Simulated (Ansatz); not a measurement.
# Cr in W(100), 2x2: scattering by a point defect, part 3 of 3

Aim: the resistance that Cr in W(100), 2x2 adds to the host.

Ansatz 0.2.0; Ansatz plane-wave DFT, PBE, PAW files, collinear spin; ballistic transport by layer matching (Landauer), zero bias; PAW set soft_1 (the session's first sound run).

So far, resistivity per at.% scaled from this dense plane, with the factor 3/4 for isotropic scattering (µΩ cm): step 3 (resistance at ideal sites) 0.662.

**5. Transmission after relaxation, relaxed yes**

The transmission is solved again on the relaxed atoms.

This step: Ansatz plane-wave DFT, PBE, PAW files, collinear spin; ballistic transport by layer matching (Landauer), zero bias; PAW set soft_1 (Ansatz 0.2.0).

The input, input.yaml:

```yaml
crystal:
  lattice:
    - [6.3296, 0.0, 0.0]
    - [0.0, 6.3296, 0.0]
    - [0.0, 0.0, 28.4832]
  atoms:
    - { symbol: W, position: [0.0, 0.0, 0.0277777778] }
    - { symbol: W, position: [0.0, 0.5, 0.0277777778] }
    - { symbol: W, position: [0.5, 0.0, 0.0277777778] }
    - { symbol: W, position: [0.5, 0.5, 0.0277777778] }
    - { symbol: W, position: [0.25, 0.25, 0.0833333333] }
    - { symbol: W, position: [0.25, 0.75, 0.0833333333] }
    - { symbol: W, position: [0.75, 0.25, 0.0833333333] }
    - { symbol: W, position: [0.75, 0.75, 0.0833333333] }
    - { symbol: W, position: [0.0, 0.0, 0.1388888889] }
    - { symbol: W, position: [0.0, 0.5, 0.1388888889] }
    - { symbol: W, position: [0.5, 0.0, 0.1388888889] }
    - { symbol: W, position: [0.5, 0.5, 0.1388888889] }
    - { symbol: W, position: [0.25, 0.25, 0.1944444444] }
    - { symbol: W, position: [0.25, 0.75, 0.1944444444] }
    - { symbol: W, position: [0.75, 0.25, 0.1944444444] }
    - { symbol: W, position: [0.75, 0.75, 0.1944444444] }
    - { symbol: W, position: [0.0, 0.0, 0.25] }
    - { symbol: W, position: [0.0, 0.5, 0.25] }
    - { symbol: W, position: [0.5, 0.0, 0.25] }
    - { symbol: W, position: [0.5, 0.5, 0.25] }
    - { symbol: W, position: [0.25, 0.25, 0.3058558368] }
    - { symbol: W, position: [0.25, 0.75, 0.3057968834] }
    - { symbol: W, position: [0.75, 0.25, 0.3057968834] }
    - { symbol: W, position: [0.75, 0.75, 0.3058112207] }
    - { symbol: W, position: [6.0378e-06, 6.0378e-06, 0.3615956779] }
    - { symbol: W, position: [6.0378e-06, 0.4999939622, 0.3615956779] }
    - { symbol: W, position: [0.4999939622, 6.0378e-06, 0.3615956779] }
    - { symbol: W, position: [0.4999939622, 0.4999939622, 0.3615956779] }
    - { symbol: W, position: [0.25, 0.25, 0.417453219] }
    - { symbol: W, position: [0.25, 0.75, 0.4173164103] }
    - { symbol: W, position: [0.75, 0.25, 0.4173164103] }
    - { symbol: W, position: [0.75, 0.75, 0.4174008604] }
    - { symbol: W, position: [0.0020646269, 0.0020646269, 0.4730634352] }
    - { symbol: W, position: [0.0020646269, 0.4979353731, 0.4730634352] }
    - { symbol: W, position: [0.4979353731, 0.0020646269, 0.4730634352] }
    - { symbol: W, position: [0.4979353731, 0.4979353731, 0.4730634352] }
    - { symbol: Cr, position: [0.25, 0.25, 0.5278818674], spin: 2.5 }
    - { symbol: W, position: [0.25, 0.75, 0.5278769719] }
    - { symbol: W, position: [0.75, 0.25, 0.5278769719] }
    - { symbol: W, position: [0.75, 0.75, 0.5278741639] }
    - { symbol: W, position: [0.0020504743, 0.0020504743, 0.5826899356] }
    - { symbol: W, position: [0.0020504743, 0.4979495257, 0.5826899356] }
    - { symbol: W, position: [0.4979495257, 0.0020504743, 0.5826899356] }
    - { symbol: W, position: [0.4979495257, 0.4979495257, 0.5826899356] }
    - { symbol: W, position: [0.25, 0.25, 0.6383051308] }
    - { symbol: W, position: [0.25, 0.75, 0.6384410298] }
    - { symbol: W, position: [0.75, 0.25, 0.6384410298] }
    - { symbol: W, position: [0.75, 0.75, 0.6383646696] }
    - { symbol: W, position: [2.38071e-05, 2.38071e-05, 0.6941441683] }
    - { symbol: W, position: [2.38071e-05, 0.4999761929, 0.6941441683] }
    - { symbol: W, position: [0.4999761929, 2.38071e-05, 0.6941441683] }
    - { symbol: W, position: [0.4999761929, 0.4999761929, 0.6941441683] }
    - { symbol: W, position: [0.25, 0.25, 0.75] }
    - { symbol: W, position: [0.25, 0.75, 0.75] }
    - { symbol: W, position: [0.75, 0.25, 0.75] }
    - { symbol: W, position: [0.75, 0.75, 0.75] }
    - { symbol: W, position: [0.0, 0.0, 0.8055555556] }
    - { symbol: W, position: [0.0, 0.5, 0.8055555556] }
    - { symbol: W, position: [0.5, 0.0, 0.8055555556] }
    - { symbol: W, position: [0.5, 0.5, 0.8055555556] }
    - { symbol: W, position: [0.25, 0.25, 0.8611111111] }
    - { symbol: W, position: [0.25, 0.75, 0.8611111111] }
    - { symbol: W, position: [0.75, 0.25, 0.8611111111] }
    - { symbol: W, position: [0.75, 0.75, 0.8611111111] }
    - { symbol: W, position: [0.0, 0.0, 0.9166666667] }
    - { symbol: W, position: [0.0, 0.5, 0.9166666667] }
    - { symbol: W, position: [0.5, 0.0, 0.9166666667] }
    - { symbol: W, position: [0.5, 0.5, 0.9166666667] }
    - { symbol: W, position: [0.25, 0.25, 0.9722222222] }
    - { symbol: W, position: [0.25, 0.75, 0.9722222222] }
    - { symbol: W, position: [0.75, 0.25, 0.9722222222] }
    - { symbol: W, position: [0.75, 0.75, 0.9722222222] }
magnetization:
  spin_polarized: true
kpoints:
  mp_grid: { grid: [4, 4, 1] }
hamiltonian:
  xc: pbe
  pseudopotentials: { kind: paw, azcp: { folder: soft_1 } }
scf:
  occupations: { method: fermi_dirac, width: 0.1 }
output:
  transmission: { leads: [[0, 4]], kmesh: [8, 8], e_range: [-0.05, 0.05], de: 0.05 }
  write_potential: true
  write_density: true
  volumetric_format: npy
```

Launch:

```console
> ansatz run input.yaml --threads 4 --pin off --max-ram 15360MiB --backend cpu --events-out ev --progress --plain --runs-dir out
```

Numbers of over 12 decimals in the logs are rounded to 6 here.

What it wrote:

```text
[...]
Crystal: 72 atoms, lattice volume = 1141.146 Å³
Basis set: ecut = 420 eV, 22299 PW (Γ)
Bands: 607, of which v1, the nominal top of the filled ones, is band 504 counted from 1 (503 counted from 0)
Symmetry: 8 space group operations
[...]
k-points: 6 of 16
[...]
Starting moments: Σ|m| = 2.5 μB on 1 of 72 sites
[...]
SCF iter   1: F=—  HF=-740795.606015 eV  |F-HF|=—  |Δ(HF+E_count)|=         —  Δρ=3.49e-2 (↑3.23e-2 ↓3.49e-2)  dr2=2.61e2  dr2_m=4.61e-1  M=1.574 μB ∫|m|=1.892 μB  β_m=0.30  ethr=3.10e-3  ⟨swp⟩=5.1  Hψ=24694  notcnv=0
[...]
SCF iter  16: F=-740778.032365 eV  HF=-740778.032365 eV  |F-HF|=1.01e-8  |Δ(HF+E_count)|=   1.05e-9  Δρ=2.63e-7 (↑2.63e-7 ↓2.51e-7)  dr2=1.09e-8  dr2_m=5.51e-12  M=0.000 μB ∫|m|=0.000 μB  ethr=9.70e-12  ⟨swp⟩=5.8  Hψ=22119  notcnv=0
SCF 1 converged in 16 iterations: F = -740778.032365 eV  dr2 = 1.09e-8
[...]
transmission: 108 of 1080 steps passed
transmission: 216 of 1080 steps passed
[...]
transmission: 1080 of 1080 steps passed
SCF converged after 16 iterations
Magnetization: 0.0000 μB (504.0000 up, 504.0000 down)
Absolute magnetization: 0.0000 μB (∫|ρ↑−ρ↓|, with the PAW one-centre terms)
[...]
Per-site moments (μB) at R_I (Å): [(5.496699003462285e-8, 1.130579), (5.4966989626229303e-8, 1.130579), (5.4966990023835397e-8, 1.130579), (5.49669896728903e-8, 1.130579), (-6.905129181573215e-8, 1.130579), (-5.3644083156370114e-8, 1.130579), (-5.364408312024424e-8, 1.130579), (-5.942764073752858e-8, 1.130579), (2.4602794668673252e-8, 1.130579), (2.460279425605952e-8, 1.130579), (2.4602794609133384e-8, 1.130579), (2. [...]
Free energy (F): -740778.032365 eV
[...]
Internal energy: -740776.774181 eV  (E = F + TS)
E sigma→0 (E₀):  -740777.403273 eV
Entropy (-TS):   -1.258184 eV (-17.475 meV/atom)
Fermi energy:    22.301371 eV
[...]
--- Band table (eV; the first three rows and the last of 12) ---
  k-point 0 ↑: bands = [... 500 lower, 22.2249, 22.2249, 22.2343, 22.2343, 22.2481, 22.2610, 22.2626, 22.2919, ... 99 higher]
  k-point 1 ↑: bands = [... 500 lower, 22.1749, 22.1768, 22.2046, 22.2253, 22.2635, 22.2744, 22.3217, 22.3431, ... 99 higher]
  k-point 2 ↑: bands = [... 500 lower, 22.3603, 22.3812, 22.3951, 22.4018, 22.4262, 22.4393, 22.4612, 22.5109, ... 99 higher]
  k-point 5 ↓: bands = [... 500 lower, 21.6151, 21.6151, 21.6192, 21.6217, 22.4078, 22.4082, 22.4401, 22.4401, ... 99 higher]
--- Transmission ---
  basis      : 349 plane waves across, 36 finite elements along
  points     : 15, standing for a mesh of 8 x 8
[...]
channels       : 5.281250e0 up, 5.281250e0 down
[...]
slowest decay  : 0.0388 /Å at (0.5000, 0.5000)
  junction   : crystal 0 to crystal 0, 0.88 to 27.78 Å
    transmission   : 4.893470e0 up, 4.893468e0 down
[...]
```

It took 30 min on 4 threads of Arm Neoverse V1, shared host; peak memory 8.6 GiB.

Numbers from this step:

```yaml
transmission_spin_up: 4.893
transmission_spin_down: 4.893
open_channels_spin_up: 5.281
open_channels_spin_down: 5.281
step_of_the_lead_s_potential: 0.8 meV
```

Per spin. Table of transmission, zone mean, T up = T down by energy, zero at the Fermi level:

| energy (eV) | transmission, zone mean, T up = T down |
| --- | --- |
| -0.0500 | 4.58 |
| 0.0000 | 4.89 |
| 0.0500 | 5.43 |

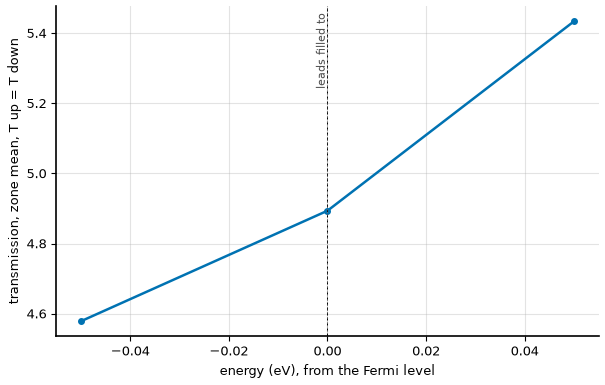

Transmission, zone mean, T up = T down against energy.

Nearest the Fermi level spin up passes 4.89 of 5.28 channels of the lower lead and spin down 4.89 of 5.28.

**6. Resistance after relaxation**

This step: Ansatz plane-wave DFT, PBE, PAW files, collinear spin; ballistic transport by layer matching (Landauer), zero bias; area resistance of the defect plane and resistivity an atomic per cent; PAW set soft_1 (Ansatz 0.2.0).

This step gave:

```
area resistance                                                                                 : 0.04594 fΩ m²
T over the leads' mean channel count                                                            : 0.9559
spin asymmetry γ                                                                                : -7.60e-6 (R down - R up) / (R down + R up)
resistivity per at.% scaled from this dense plane, with the factor 3/4 for isotropic scattering : 0.8709 µΩ cm
```

Averaged over the energies near the Fermi level, 95.6 % of the channels pass, which makes 0.0459 fΩ m², against 0.0349 on ideal sites.

**7. Summary of results**

```
share of channels that pass, rigid                                : 0.967
area resistance, rigid                                            : 0.0349 fΩ m²
resistivity per at.% from the area resistance, times 3/4, rigid   : 0.662 µΩ cm
share of channels that pass, relaxed                              : 0.956
area resistance, relaxed                                          : 0.0459 fΩ m²
resistivity per at.% from the area resistance, times 3/4, relaxed : 0.871 µΩ cm
```

In words: The plane of defects adds 0.046 fΩ m². Scaled to one atomic per cent that is 1.2 µΩ cm as it stands and 0.87 with the factor 3/4 for isotropic scattering on a spherical Fermi surface. These are rough estimates of the dilute value, not bounds. One Cr in each 2x2 cell reflects 4.4 % of the lead's channels. The relaxed cell differs by 32 % in resistance; between the two runs the lead's own channel count goes from 10.2 to 10.4, so sampling may have a part in it. The run was started with a moment but lost it, so both spins scatter alike. The defects form a dense periodic sheet that scatters coherently, unlike a dilute random alloy. T and N are means over the solved energies nearest the Fermi level. Spin-orbit coupling is left out, which matters for W. One magnetic start was tried, and the two spins conduct in parallel without mixing.

[Logs are printed without paths, hosts, clocks, repeated set-up lines and the standing remarks that a program may print on its own settings, such as how far it seeks lower states.]

[Hosts, paths, dates, database ids (printed as entryN), source tags and the programs' standing remarks are cut or masked in the printed files.]
